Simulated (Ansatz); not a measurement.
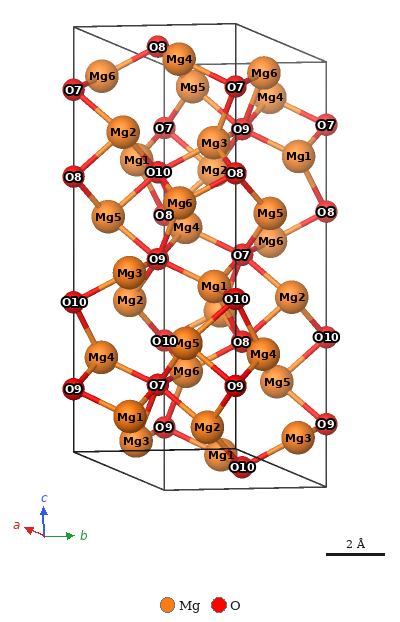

Figure 1. The starting structure (ball-and-stick view of the cell 3 times as large as that of the calculation, set on its symmetry axes, seen at an oblique angle; atoms are numbered from 1 in the order of the input). Near neighbours in the crystal (not all of them lie inside the picture): Mg has 4 O at 2.21 to 2.35 Å; O has 6 Mg at 2.21 to 2.35 Å.

Mg$_{3}$O$_{2}$: geometry relaxation (part 1 of 2)

The run: geometry relaxation of Mg$_{3}$O$_{2}$ (R-3c, 10 atoms in the cell). Method and program: DFT PBE, scalar-relativistic, plane waves, PAW, no spin polarisation (Ansatz 0.2.0).

The structure was made by swapping elements on the sites of another compound; it need not be a known phase. It belongs to a series of runs on one base structure; here: anti-corundum type (R-3c, No. 167). Figures and captions count atoms from 1; the log counts them from 0 in places.

**What the program printed**
```
Engine: ansatz 0.2.0, x86_64-unknown-linux-gnu
Pseudopotentials: kind: paw
Pseudopotential: Mg, paw, valence charge 10, recommended cutoff 420 eV (normal), Mg.paw.azcp
Pseudopotential: O, paw, valence charge 6, recommended cutoff 420 eV (normal), O.paw.azcp
Functional definition: PBE
  parameter kappa = 0.804
  parameter beta = 0.06672455060314922
  exchange = pbe_x(kappa = kappa, mu = beta*pi^2/3)
  correlation = pbe_c(beta = beta)
Crystal: 10 atoms, lattice volume = 144.671 Å³
Basis set: ecut = 420 eV, 2849 PW (Γ), exchange–correlation on 90×90×90 points (8 copies of the dense FFT grid, shifted against one another)
Bands: 52, of which v1, the nominal top of the filled ones, is band 42 counted from 1 (41 counted from 0)
Symmetry: 12 space group operations
Space group: R-3c (ITA 167), of the structure as read, at distance tolerance 5.2e-5 Å
k-points: 32 of 216
Non-local potential: Mg, projectors of the file, l = 0: 3, l = 1: 2, l = 2: 1
Non-local potential: O, projectors of the file, l = 0: 2, l = 1: 2, l = 2: 1
PAW form: soft (Blöchl's): semilocal exchange-correlation on the pseudo side does not see the compensation charge
PAW one-centre angular grid: Mg, 110 points (default); XC on 64 Gauss nodes
PAW one-centre angular grid: O, 110 points (default); XC on 64 Gauss nodes
Initial density: superposition of atomic densities (neutral atoms: chi_scale 0, normalization atom), corrected by the library's trained network
Initial wavefunctions: pseudopotential atomic-orbital guess
Functional: x = pbe(κ = 0.804, μ = 0.2195149727645171), c = pbe(β = 0.06672455060314922)
SCF iter   1: F=—  HF=-13818.150742 eV  |F-HF|=—  |Δ(HF+E_count)|=         —  Δρ=3.60e-3  dr2=1.86e-2  ethr=1.77e-3  ⟨swp⟩=8.2  Hψ=7520  notcnv=0  defer=4
preconditioner: auto → Kerker (q_TF=auto, 2.492 Å⁻¹)  [metal: Δε(μ)=0.009 eV  Ē_g=8.044 eV  σ=0.100 eV  W_gap=0.05  n_scr=34 (ndim 8)  ℏωp=16.3 eV  f_vac=0.000  D(μ)=2.47/eV (n_scr^D=14)]
SCF iter   2: F=—  HF=-13818.149223 eV  |F-HF|=—  |Δ(HF+E_count)|=   1.52e-3  Δρ=1.97e-3  dr2=8.20e-3  ethr=2.21e-5  ⟨swp⟩=1.1  Hψ=1924  notcnv=0  defer=6
SCF iter   3: F=—  HF=-13818.148180 eV  |F-HF|=—  |Δ(HF+E_count)|=   1.04e-3  Δρ=4.96e-4  dr2=7.83e-4  ethr=9.76e-6  ⟨swp⟩=2.0  Hψ=1999  notcnv=0  defer=6
SCF iter   4: F=—  HF=-13818.147957 eV  |F-HF|=—  |Δ(HF+E_count)|=   2.23e-4  Δρ=1.10e-4  dr2=1.18e-5  ethr=9.32e-7  ⟨swp⟩=2.0  Hψ=2018  notcnv=0  defer=6
SCF iter   5: F=—  HF=-13818.148070 eV  |F-HF|=—  |Δ(HF+E_count)|=   1.13e-4  Δρ=3.67e-5  dr2=2.12e-6  ethr=1.40e-8  ⟨swp⟩=2.0  Hψ=2799  notcnv=0  defer=6
SCF iter   6: F=—  HF=-13818.148070 eV  |F-HF|=—  |Δ(HF+E_count)|=   1.37e-8  Δρ=1.05e-5  dr2=3.56e-7  ethr=2.53e-9  ⟨swp⟩=3.0  Hψ=2978  notcnv=0  defer=6
SCF iter   7: F=-13818.148070 eV  HF=-13818.148070 eV  |F-HF|=5.77e-10  |Δ(HF+E_count)|=   6.80e-8  Δρ=2.71e-6  dr2=1.16e-8  ethr=1.19e-10  ⟨swp⟩=9.1  Hψ=6557  notcnv=0
SCF 1 converged in 7 iterations: F = -13818.148070 eV  dr2 = 1.16e-8
  greatest PAW one-centre occupation: 1.000 electrons in one spin orbital (limit 2), on the Mg atom at site 4 (counted from 0), in its partial waves of l = 0
relax step   1: F+E_penalty+E_count = -13818.14806993 eV  Δ(F+E_penalty+E_count) = +0.000e0 eV  max|allowed force component| = 1.126e0 eV/Å  Δτ_max = 0.0000 Å  P = -6.664 GPa  Ω = 144.671 Å³  (7 SCF iters, dr2 threshold 1.00e-7 eV, accepted)
Crystal: 10 atoms, lattice volume = 136.509 Å³
Basis set: ecut = 420 eV, 2651 PW (Γ), exchange–correlation on 90×90×90 points (8 copies of the dense FFT grid, shifted against one another)
Initial density: handed on by an earlier stage of this run
Initial wavefunctions: those handed on with the density
iter 1 solved again at ethr=7.22e-4 eV; its pass at ethr=3.10e-3 eV (dr2=6.06e-1 eV) is discarded
SCF iter   1: F=—  HF=-13819.589474 eV  |F-HF|=—  |Δ(HF+E_count)|=         —  Δρ=2.49e-2  dr2=6.10e-1  ethr=7.22e-4  ⟨swp⟩=1.2  Hψ=7777  notcnv=0
preconditioner: auto → Resta (q_TF=auto, 2.516 Å⁻¹)  ε∞=5.0  [insulator: Δε(μ)=0.233 eV  Ē_g=8.366 eV  σ=0.100 eV  W_gap=0.89  n_scr=34 (ndim 8)  ℏωp=16.8 eV  f_vac=0.000  D(μ)=0.12/eV (n_scr^D=0)  ε∞_Penn≈5.0]
SCF iter   2: F=—  HF=-13819.471748 eV  |F-HF|=—  |Δ(HF+E_count)|=   1.18e-1  Δρ=1.29e-2  dr2=1.97e-1  ethr=7.22e-4  ⟨swp⟩=2.0  Hψ=1983  notcnv=0
SCF iter   3: F=—  HF=-13819.432289 eV  |F-HF|=—  |Δ(HF+E_count)|=   3.95e-2  Δρ=1.53e-3  dr2=4.48e-3  ethr=2.34e-4  ⟨swp⟩=2.0  Hψ=2432  notcnv=0
SCF iter   4: F=—  HF=-13819.431614 eV  |F-HF|=—  |Δ(HF+E_count)|=   6.74e-4  Δρ=3.71e-4  dr2=1.84e-4  ethr=5.34e-6  ⟨swp⟩=3.0  Hψ=3075  notcnv=0  defer=1
SCF iter   5: F=—  HF=-13819.431684 eV  |F-HF|=—  |Δ(HF+E_count)|=   6.96e-5  Δρ=8.24e-5  dr2=6.78e-6  ethr=2.19e-7  ⟨swp⟩=2.1  Hψ=2608  notcnv=0  defer=1
SCF iter   6: F=-13819.431684 eV  HF=-13819.431684 eV  |F-HF|=9.74e-8  |Δ(HF+E_count)|=   1.30e-7  Δρ=2.12e-5  dr2=3.05e-7  ethr=1.19e-9  ⟨swp⟩=8.8  Hψ=7645  notcnv=0
SCF 2 converged in 6 iterations: F = -13819.431684 eV  dr2 = 3.05e-7
  greatest PAW one-centre occupation: 1.000 electrons in one spin orbital (limit 2), on the Mg atom at site 5 (counted from 0), in its partial waves of l = 0
relax step   2: F+E_penalty+E_count = -13819.43168393 eV  Δ(F+E_penalty+E_count) = -1.284e0 eV  max|allowed force component| = 2.648e-1 eV/Å  Δτ_max = 0.1956 Å  P = -6.197 GPa  Ω = 136.509 Å³  energy of the carried Pulay correction = +1.735e-2 eV  (6 SCF iters, dr2 threshold 1.00e-6 eV, accepted)
Crystal: 10 atoms, lattice volume = 122.636 Å³
Basis set: ecut = 420 eV, 2345 PW (Γ), exchange–correlation on 90×90×90 points (8 copies of the dense FFT grid, shifted against one another)
iter 1 solved again at ethr=6.56e-5 eV; its pass at ethr=3.10e-3 eV (dr2=5.51e-2 eV) is discarded
SCF iter   1: F=—  HF=-13819.797862 eV  |F-HF|=—  |Δ(HF+E_count)|=         —  Δρ=8.08e-3  dr2=5.53e-2  ethr=6.56e-5  ⟨swp⟩=1.3  Hψ=7308  notcnv=0
preconditioner: auto → Resta (q_TF=auto, 2.562 Å⁻¹)  ε∞=3.6  [insulator: Δε(μ)=0.546 eV  Ē_g=12.427 eV  σ=0.100 eV  W_gap=1.00  n_scr=34 (ndim 8)  ℏωp=20.1 eV  f_vac=0.000  D(μ)=0.00/eV (n_scr^D=0)  ε∞_Penn≈3.6]
SCF iter   2: F=—  HF=-13819.787001 eV  |F-HF|=—  |Δ(HF+E_count)|=   1.09e-2  Δρ=4.16e-3  dr2=1.81e-2  ethr=6.56e-5  ⟨swp⟩=2.0  Hψ=2238  notcnv=0
SCF iter   3: F=—  HF=-13819.785493 eV  |F-HF|=—  |Δ(HF+E_count)|=   1.51e-3  Δρ=7.80e-4  dr2=1.03e-3  ethr=2.15e-5  ⟨swp⟩=3.0  Hψ=2240  notcnv=0
SCF iter   4: F=—  HF=-13819.785448 eV  |F-HF|=—  |Δ(HF+E_count)|=   4.53e-5  Δρ=1.35e-4  dr2=1.39e-5  ethr=1.23e-6  ⟨swp⟩=2.6  Hψ=2167  notcnv=0
SCF iter   5: F=—  HF=-13819.785545 eV  |F-HF|=—  |Δ(HF+E_count)|=   9.70e-5  Δρ=2.36e-5  dr2=4.92e-7  ethr=1.66e-8  ⟨swp⟩=2.0  Hψ=2112  notcnv=0
SCF iter   6: F=-13819.785545 eV  HF=-13819.785545 eV  |F-HF|=7.98e-9  |Δ(HF+E_count)|=   2.87e-7  Δρ=4.41e-6  dr2=1.75e-8  ethr=5.86e-10  ⟨swp⟩=3.2  Hψ=5915  notcnv=0
SCF 3 converged in 6 iterations: F = -13819.785545 eV  dr2 = 1.75e-8
relax step   3: F+E_penalty+E_count = -13819.78554483 eV  Δ(F+E_penalty+E_count) = -3.539e-1 eV  max|allowed force component| = 2.466e-2 eV/Å  Δτ_max = 0.0584 Å  P = +2.368 GPa  Ω = 122.636 Å³  energy of the carried Pulay correction = +4.928e-2 eV  (6 SCF iters, dr2 threshold 1.00e-6 eV, accepted)
Crystal: 10 atoms, lattice volume = 125.682 Å³
Basis set: ecut = 420 eV, 2459 PW (Γ), exchange–correlation on 90×90×90 points (8 copies of the dense FFT grid, shifted against one another)
iter 1 solved again at ethr=3.80e-6 eV; its pass at ethr=3.10e-3 eV (dr2=3.20e-3 eV) is discarded
SCF iter   1: F=—  HF=-13819.803915 eV  |F-HF|=—  |Δ(HF+E_count)|=         —  Δρ=1.56e-3  dr2=3.18e-3  ethr=3.80e-6  ⟨swp⟩=1.9  Hψ=7159  notcnv=0
preconditioner: auto → Resta (q_TF=auto, 2.551 Å⁻¹)  ε∞=3.6  [insulator: Δε(μ)=0.434 eV  Ē_g=12.261 eV  σ=0.100 eV  W_gap=1.00  n_scr=34 (ndim 8)  ℏωp=19.9 eV  f_vac=0.000  D(μ)=0.00/eV (n_scr^D=0)  ε∞_Penn≈3.6]
SCF iter   2: F=—  HF=-13819.803066 eV  |F-HF|=—  |Δ(HF+E_count)|=   8.49e-4  Δρ=8.16e-4  dr2=1.04e-3  ethr=3.79e-6  ⟨swp⟩=2.0  Hψ=2229  notcnv=0
SCF iter   3: F=—  HF=-13819.802822 eV  |F-HF|=—  |Δ(HF+E_count)|=   2.44e-4  Δρ=1.59e-4  dr2=4.62e-5  ethr=1.24e-6  ⟨swp⟩=2.0  Hψ=2112  notcnv=0
SCF iter   4: F=—  HF=-13819.802914 eV  |F-HF|=—  |Δ(HF+E_count)|=   9.23e-5  Δρ=3.58e-5  dr2=1.26e-6  ethr=5.50e-8  ⟨swp⟩=2.0  Hψ=2134  notcnv=0
iter 5 did not close the SCF: its close was put off for the readings that it lacked (scf_convergence_deferred on its scf_iter line)
SCF iter   5: F=-13819.802914 eV  HF=-13819.802914 eV  |F-HF|=8.69e-9  |Δ(HF+E_count)|=   1.45e-7  Δρ=4.44e-6  dr2=2.17e-8  ethr=1.50e-9  ⟨swp⟩=2.0  Hψ=2124  notcnv=0
SCF iter   6: F=-13819.802914 eV  HF=-13819.802914 eV  |F-HF|=4.55e-11  |Δ(HF+E_count)|=   1.38e-8  Δρ=1.00e-6  dr2=9.00e-10  ethr=2.59e-11  ⟨swp⟩=2.7  Hψ=5263  notcnv=0
SCF 4 converged in 6 iterations: F = -13819.802914 eV  dr2 = 9.00e-10
relax step   4: F+E_penalty+E_count = -13819.80291436 eV  Δ(F+E_penalty+E_count) = -1.737e-2 eV  max|allowed force component| = 2.652e-2 eV/Å  Δτ_max = 0.0053 Å  P = +0.023 GPa  Ω = 125.682 Å³  energy of the carried Pulay correction = +4.198e-2 eV  (6 SCF iters, dr2 threshold 1.00e-6 eV, accepted)
Initial wavefunctions: pseudopotential atomic-orbital guess (no wavefunctions were taken with the density)
iter 1 solved again at ethr=5.46e-8 eV; its pass at ethr=3.10e-3 eV (dr2=4.58e-5 eV) is discarded
SCF iter   1: F=—  HF=-13819.786139 eV  |F-HF|=—  |Δ(HF+E_count)|=         —  Δρ=5.33e-4  dr2=4.78e-5  ethr=5.46e-8  ⟨swp⟩=3.0  Hψ=11557  notcnv=0
preconditioner: auto → Resta (q_TF=auto, 2.551 Å⁻¹)  ε∞=3.6  [insulator: Δε(μ)=0.441 eV  Ē_g=12.256 eV  σ=0.100 eV  W_gap=1.00  n_scr=34 (ndim 8)  ℏωp=19.9 eV  f_vac=0.000  D(μ)=0.00/eV (n_scr^D=0)  ε∞_Penn≈3.6]
SCF iter   2: F=—  HF=-13819.786220 eV  |F-HF|=—  |Δ(HF+E_count)|=   8.09e-5  Δρ=2.59e-4  dr2=9.89e-6  ethr=5.46e-8  ⟨swp⟩=2.0  Hψ=2229  notcnv=0
SCF iter   3: F=—  HF=-13819.786256 eV  |F-HF|=—  |Δ(HF+E_count)|=   3.60e-5  Δρ=4.32e-5  dr2=3.45e-7  ethr=1.18e-8  ⟨swp⟩=2.0  Hψ=2239  notcnv=0
SCF iter   4: F=—  HF=-13819.786239 eV  |F-HF|=—  |Δ(HF+E_count)|=   1.67e-5  Δρ=1.69e-6  dr2=1.44e-9  ethr=4.10e-10  ⟨swp⟩=2.0  Hψ=2239  notcnv=0
iter 5 did not close the SCF: its close was put off for the readings that it lacked (scf_convergence_deferred on its scf_iter line)
SCF iter   5: F=-13819.786239 eV  HF=-13819.786239 eV  |F-HF|=7.64e-11  |Δ(HF+E_count)|=   1.62e-9  Δρ=5.00e-7  dr2=1.42e-10  ethr=1.72e-12  ⟨swp⟩=2.0  Hψ=3008  notcnv=0
SCF iter   6: F=-13819.786239 eV  HF=-13819.786239 eV  |F-HF|=7.28e-12  |Δ(HF+E_count)|=  1.27e-10  Δρ=7.91e-8  dr2=6.80e-12  ethr=1.00e-12  ⟨swp⟩=2.9  Hψ=5268  notcnv=0
SCF 5 converged in 6 iterations: F = -13819.786239 eV  dr2 = 6.80e-12
relax step   5: F+E_penalty+E_count = -13819.78623921 eV  Δ(F+E_penalty+E_count) = +1.668e-2 eV  max|allowed force component| = 2.674e-2 eV/Å  Δτ_max = 0.0000 Å  P = -0.260 GPa  Ω = 125.682 Å³  stress off target by 4.85e-1 GPa  SCF on the basis re-selected at this cell (its energy is not comparable with the rows above)  (6 SCF iters)
basis re-selected at this cell: Δ(F+E_penalty+E_count) = +1.668e-2 eV, ΔP = -0.284 GPa vs the last step (what re-selecting the basis moved, of the pressure what is left beyond the Pulay correction that the steps carried, after the strain that the cell walked since its last selection, with what the two solves' SCF thresholds leave and, on support functions, any second-order correction that the steps lacked; it is no measure of the basis error at this ecutwfc). This SCF's stress stands 4.85e-1 GPa from its target on what of the cell is left free (relax.cell.stress_tol is 4.00e-1 GPa) and its largest allowed force component is 2.67e-2 eV/Å (relax.f_tol is 4.00e-2 eV/Å): not within both, so this SCF does not close the relaxation
Crystal: 10 atoms, lattice volume = 125.322 Å³
Basis set: ecut = 420 eV, 2411 PW (Γ), exchange–correlation on 90×90×90 points (8 copies of the dense FFT grid, shifted against one another)
iter 1 solved again at ethr=1.94e-7 eV; its pass at ethr=3.10e-3 eV (dr2=1.63e-4 eV) is discarded
SCF iter   1: F=—  HF=-13819.787567 eV  |F-HF|=—  |Δ(HF+E_count)|=         —  Δρ=4.85e-4  dr2=1.65e-4  ethr=1.94e-7  ⟨swp⟩=2.8  Hψ=6882  notcnv=0
preconditioner: auto → Resta (q_TF=auto, 2.552 Å⁻¹)  ε∞=3.6  [insulator: Δε(μ)=0.438 eV  Ē_g=12.286 eV  σ=0.100 eV  W_gap=1.00  n_scr=34 (ndim 8)  ℏωp=19.9 eV  f_vac=0.000  D(μ)=0.00/eV (n_scr^D=0)  ε∞_Penn≈3.6]
SCF iter   2: F=—  HF=-13819.787537 eV  |F-HF|=—  |Δ(HF+E_count)|=   2.97e-5  Δρ=2.41e-4  dr2=3.82e-5  ethr=1.94e-7  ⟨swp⟩=2.9  Hψ=2301  notcnv=0
SCF iter   3: F=—  HF=-13819.787534 eV  |F-HF|=—  |Δ(HF+E_count)|=   3.28e-6  Δρ=2.96e-5  dr2=7.60e-7  ethr=4.55e-8  ⟨swp⟩=2.7  Hψ=2712  notcnv=0
iter 4 did not close the SCF: its close was put off for the readings that it lacked (scf_convergence_deferred on its scf_iter line)
SCF iter   4: F=-13819.787534 eV  HF=-13819.787534 eV  |F-HF|=1.59e-8  |Δ(HF+E_count)|=   2.89e-7  Δρ=6.81e-6  dr2=4.40e-8  ethr=9.04e-10  ⟨swp⟩=2.2  Hψ=2705  notcnv=0
iter 5 did not close the SCF: its close was put off for the readings that it lacked (scf_convergence_deferred on its scf_iter line)
SCF iter   5: F=-13819.787534 eV  HF=-13819.787534 eV  |F-HF|=2.31e-10  |Δ(HF+E_count)|=   1.95e-8  Δρ=9.76e-7  dr2=1.44e-9  ethr=5.24e-11  ⟨swp⟩=2.0  Hψ=2112  notcnv=0
SCF iter   6: F=-13819.787534 eV  HF=-13819.787534 eV  |F-HF|=9.09e-12  |Δ(HF+E_count)|=  3.87e-10  Δρ=2.43e-7  dr2=5.49e-11  ethr=1.71e-12  ⟨swp⟩=1.1  Hψ=4532  notcnv=0
SCF 6 converged in 6 iterations: F = -13819.787534 eV  dr2 = 5.49e-11
relax step   6: F+E_penalty+E_count = -13819.78753427 eV  Δ(F+E_penalty+E_count) = -1.295e-3 eV  max|allowed force component| = 8.869e-3 eV/Å  Δτ_max = 0.0031 Å  P = +0.080 GPa  Ω = 125.322 Å³  energy of the carried Pulay correction = +8.515e-4 eV  (6 SCF iters, dr2 threshold 5.87e-7 eV, accepted)
iter 1 solved again at ethr=7.01e-9 eV; its pass at ethr=3.10e-3 eV (dr2=5.89e-6 eV) is discarded
SCF iter   1: F=—  HF=-13819.786737 eV  |F-HF|=—  |Δ(HF+E_count)|=         —  Δρ=2.16e-5  dr2=8.15e-8  ethr=7.01e-9  ⟨swp⟩=3.8  Hψ=12337  notcnv=0
preconditioner: auto → Resta (q_TF=auto, 2.552 Å⁻¹)  ε∞=3.6  [insulator: Δε(μ)=0.439 eV  Ē_g=12.284 eV  σ=0.100 eV  W_gap=1.00  n_scr=34 (ndim 8)  ℏωp=19.9 eV  f_vac=0.000  D(μ)=0.00/eV (n_scr^D=0)  ε∞_Penn≈3.6]
SCF iter   2: F=—  HF=-13819.786737 eV  |F-HF|=—  |Δ(HF+E_count)|=   4.36e-7  Δρ=1.05e-5  dr2=1.64e-8  ethr=9.70e-11  ⟨swp⟩=2.0  Hψ=2280  notcnv=0
iter 3 did not close the SCF: its close was put off for the readings that it lacked (scf_convergence_deferred on its scf_iter line)
SCF iter   3: F=-13819.786737 eV  HF=-13819.786737 eV  |F-HF|=1.56e-9  |Δ(HF+E_count)|=   5.80e-8  Δρ=1.63e-6  dr2=4.62e-10  ethr=1.96e-11  ⟨swp⟩=2.0  Hψ=2240  notcnv=0
iter 4 did not close the SCF: its close was put off for the readings that it lacked (scf_convergence_deferred on its scf_iter line)
SCF iter   4: F=-13819.786737 eV  HF=-13819.786737 eV  |F-HF|=7.28e-12  |Δ(HF+E_count)|=   1.66e-9  Δρ=7.89e-8  dr2=3.09e-12  ethr=1.00e-12  ⟨swp⟩=2.0  Hψ=2239  notcnv=0
iter 5 did not close the SCF: its close was put off for the readings that it lacked (scf_convergence_deferred on its scf_iter line)
SCF iter   5: F=-13819.786737 eV  HF=-13819.786737 eV  |F-HF|=5.46e-12  |Δ(HF+E_count)|=  3.64e-12  Δρ=8.64e-9  dr2=1.07e-13  ethr=1.00e-12  ⟨swp⟩=1.0  Hψ=1664  notcnv=0
iter 6 did not close the SCF: its close was put off for the readings that it lacked (scf_convergence_deferred on its scf_iter line)
SCF iter   6: F=-13819.786737 eV  HF=-13819.786737 eV  |F-HF|=1.82e-12  |Δ(HF+E_count)|=  1.82e-12  Δρ=1.88e-9  dr2=3.97e-15  ethr=1.00e-12  ⟨swp⟩=1.0  Hψ=1664  notcnv=0
SCF iter   7: F=-13819.786737 eV  HF=-13819.786737 eV  |F-HF|=1.82e-12  |Δ(HF+E_count)|=    0.00e0  Δρ=3.58e-10  dr2=6.45e-17  ethr=1.00e-12  ⟨swp⟩=1.8  Hψ=3794  notcnv=0
SCF 7 converged in 7 iterations: F = -13819.786737 eV  dr2 = 6.45e-17
relax step   7: F+E_penalty+E_count = -13819.78673722 eV  Δ(F+E_penalty+E_count) = +7.971e-4 eV  max|allowed force component| = 8.789e-3 eV/Å  Δτ_max = 0.0000 Å  P = +0.071 GPa  Ω = 125.322 Å³  stress off target by 2.48e-1 GPa  SCF on the basis re-selected at this cell (its energy is not comparable with the rows above)  (7 SCF iters)
```

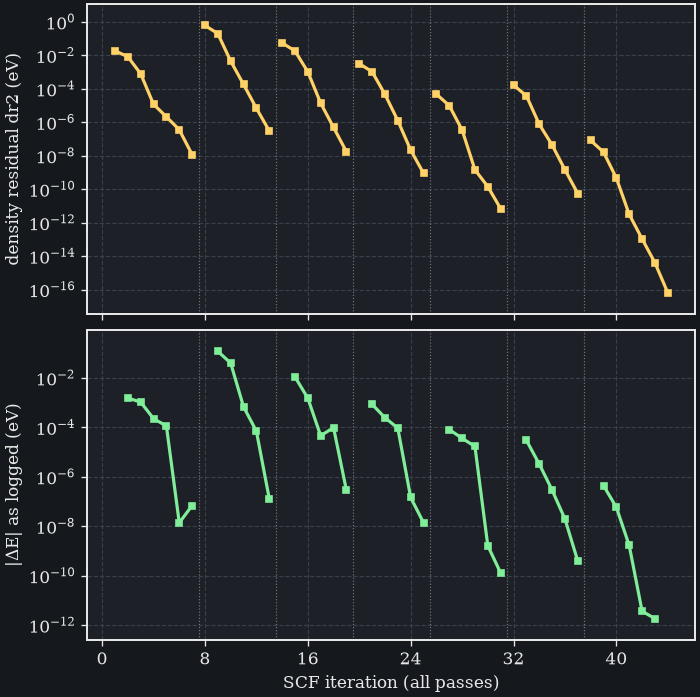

Figure 2. Convergence of the self-consistent field: density residual dr2 and size of the energy change against the SCF iteration. The dotted lines part the SCF passes of the relaxation: geometry steps, rejected trials and re-solves on a re-selected basis. The 7 passes take 6 to 7 iterations each, 44 in all.

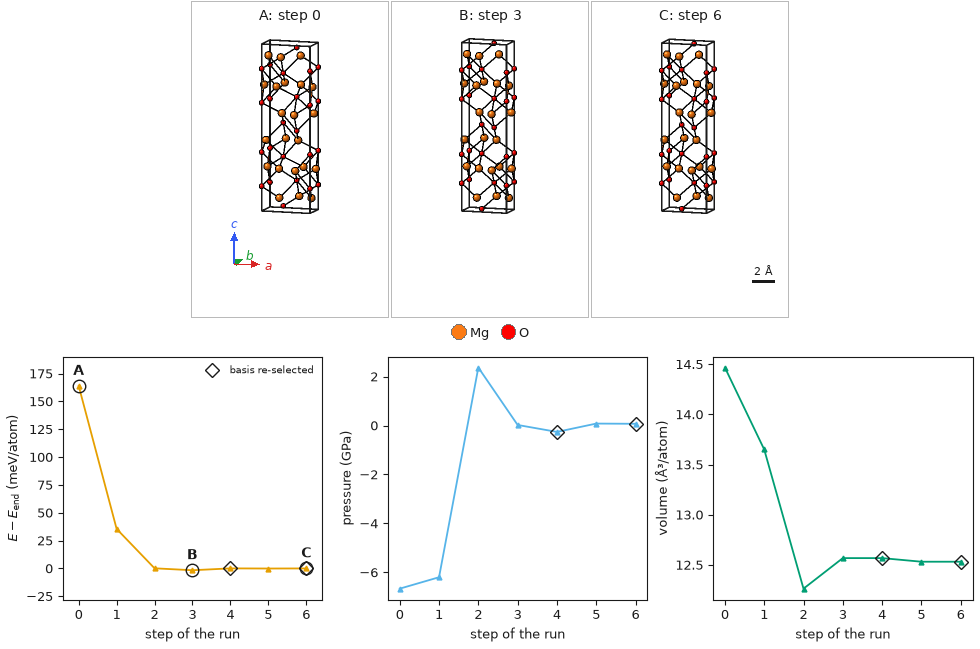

Figure 3. Frames of the relaxation (ball-and-stick view of the cell 3 times as large as that of the calculation, set on its symmetry axes, seen at an oblique angle) above the curves, on which the letters mark them (the first geometry is step 0 here and step 1 in the log).
